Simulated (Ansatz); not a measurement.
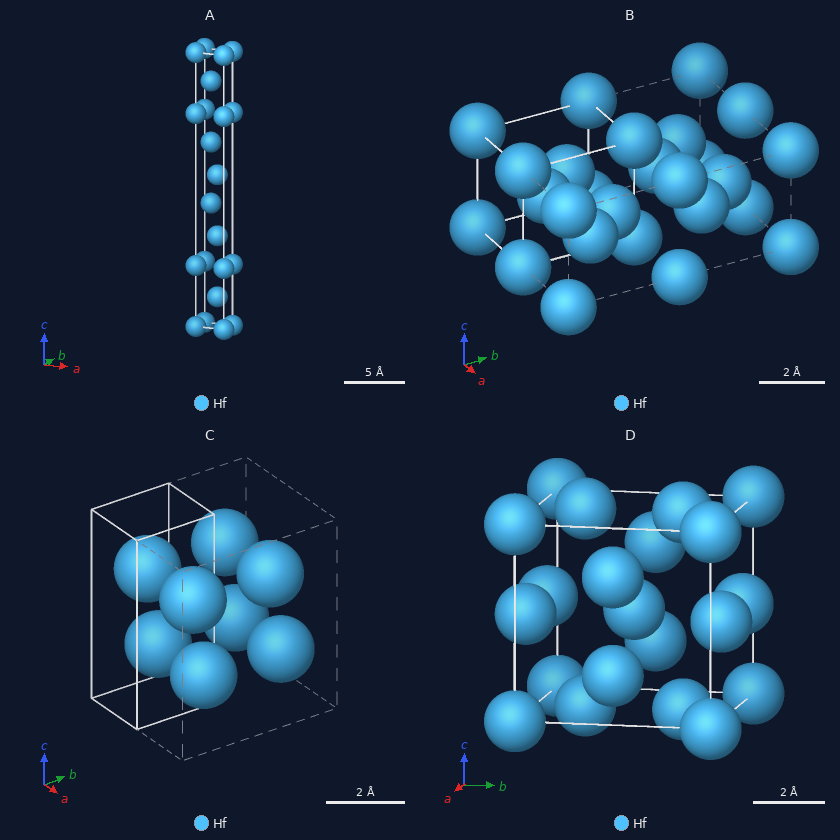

Four structures of Hf, each relaxed to rest (conventional cells in solid outline, small ones repeated, each panel with its own scale). Method: DFT PBE, scalar-relativistic, plane waves, PAW in Ansatz, without spin polarisation.

**Give the type and space group of each panel.**

A: α-samarium (9R) type, R-3m; B: ω phase (AlB₂-like), P6/mmm; C: hexagonal close-packed (Mg type), P6_3/mmc; D: β-tungsten (A15) type, Pm-3n.

**Rank them by energy, lowest first.**

C, then A (+32 meV/atom), B (+44 meV/atom) and D (+247 meV/atom), energies at zero smearing.

**Collect the results in a table.**

| panel | structure | E − E(lowest) (meV/atom) | volume (Å³/atom) | gap (eV) |
| --- | --- | --- | --- | --- |
| C | P6_3/mmc | 0 | 22.5 | metal |
| A | R-3m | 32 | 22.6 | metal |
| B | P6/mmm | 44 | 22.3 | metal |
| D | Pm-3n | 247 | 22.5 | metal |

**The same structures were relaxed again with PBEsol. Does the order change?**

No, every level gives the same order.

| panel | PBE (meV/atom) | PBEsol (meV/atom) |
| --- | --- | --- |
| C | 0 | 0 |
| A | 32 | 33 |
| B | 44 | 34 |
| D | 247 | 232 |

Some of these may be structure types tried for this composition rather than known phases, and the most stable form need not be among them. Gaps are taken on the k-mesh or band path of each run.
